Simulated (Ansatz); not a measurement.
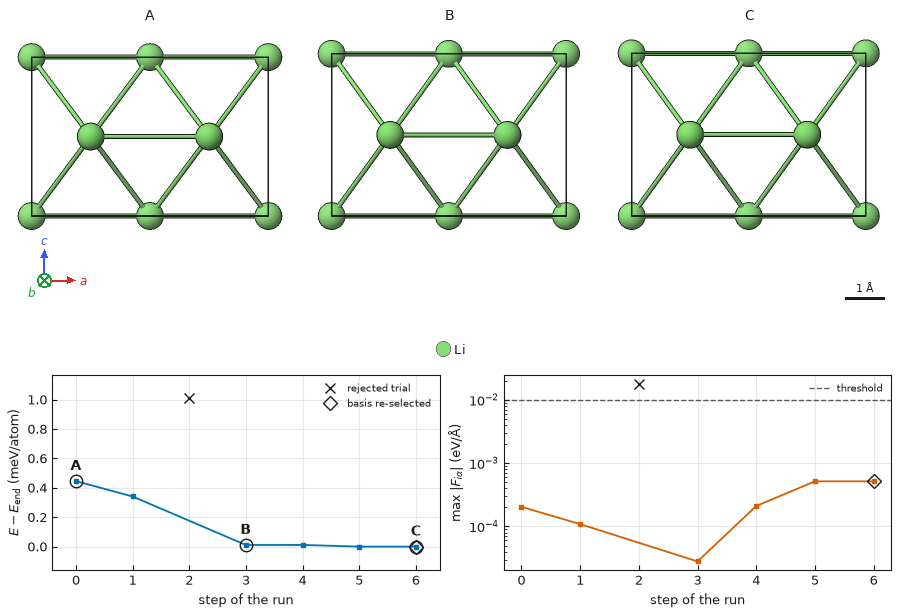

Frames of a relaxation of crystalline Li (a generated structure, set up in I4/mmm), marked on the history of the run. The picture is a ball-and-stick view of the cell of the calculation, seen along the b axis.

Theory: DFT PBE, scalar-relativistic, plane waves, PAW in Ansatz. Settings: plane-wave cutoff 420 eV; k-point mesh 6 × 6 × 10; occupations gaussian; smearing width 0.1 eV; no spin polarisation; cell and atoms relaxed; force threshold 0.01 eV/Å; at most 80 steps.

What happens along the run?

Answer. No atom moves by more than 0.005 Å relative to the cell. Cell: a = b 6.217 → 6.151 Å (−1.1 %), c 4.173 → 4.272 Å (+2.4 %). Volume +0.2 %. Among the contacts that change: Li–Li 3.108 → 3.075 Å, Li–Li 3.030 → 3.048 Å. The space group stays I4/mmm (No. 139). The energy falls by 0.4 meV per atom in 4 accepted moves (6 points after the start). The largest force component goes from 0.0002 to 0.00052 eV/Å. Pressure: 0.03 GPa at the start and 0.00 GPa at the end. The line search rejected the trial step at point 2 of the run. At 1 point the geometry stayed and the basis and grid were re-selected for the new cell (energy shift of less than 0.05 meV per atom at most each time). The run took 77 s on 1 thread of Arm Neoverse V1, on a shared host, peak memory 0.45 GiB. From step 0 to 3: volume +0.1 %, energy −0.4 meV per atom. From step 3 to 6: energy 0.0 meV per atom.
